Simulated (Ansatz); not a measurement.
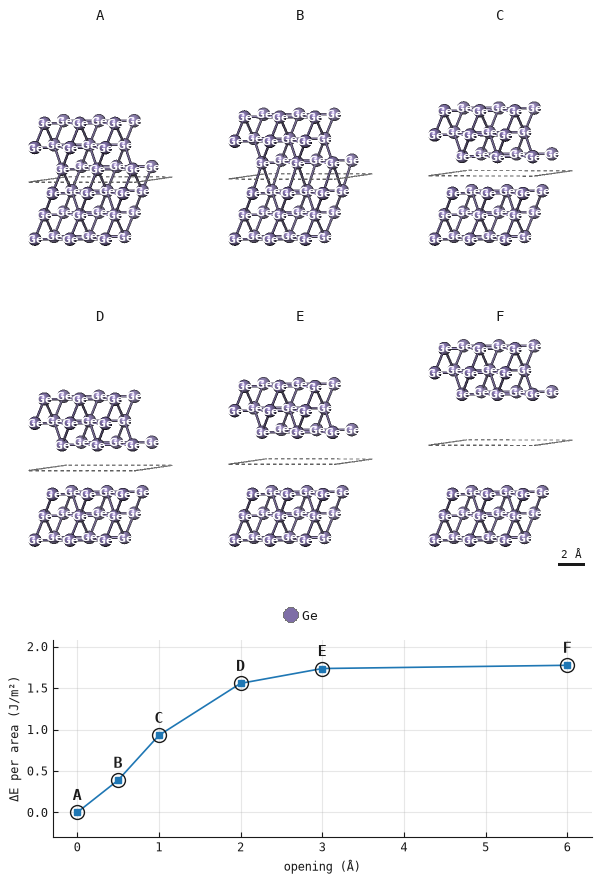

A crystal of Ge (I4_1/amd): the crystal is pulled apart rigidly along the normal of the (−1 1 0) plane of the conventional cell, at a cut between a plane of Ge below and one of Ge above, 1.81 Å apart. One cut stands in each cell, which starts 14.5 Å high; nothing is relaxed, and the dashed outline marks the cut. The lettered frames are marked on the plot. Style: ball-and-stick. Shown: the layers on both sides of the cut, from the side, nearly along the cut plane.

Method: Ansatz, DFT PBEsol, scalar-relativistic, plane waves, PAW. Set-up: plane-wave cutoff 420 eV; k-point mesh 22 × 16 × 4; occupations gaussian; smearing width 0.15 eV; no spin polarisation. Energies (free energies at the smearing named) are counted from the relaxed crystal.

### Describe the profile.

At the widest opening, 6.00 Å, the energy has risen by 1.775 J/m², where the curve has levelled off: this is the ideal work of separation, the sum of the two unrelaxed surface energies of a slab 14.5 Å thick. The steepest rise lies between 0.50 Å and 1.00 Å, with a mean traction of about 11 GPa.

The computed points:

| opening (Å) | ΔE per area (J/m²) |
| --- | --- |
| 0.00 | 0.000 |
| 0.50 | 0.388 |
| 1.00 | 0.929 |
| 2.00 | 1.556 |
| 3.00 | 1.736 |
| 6.00 | 1.775 |
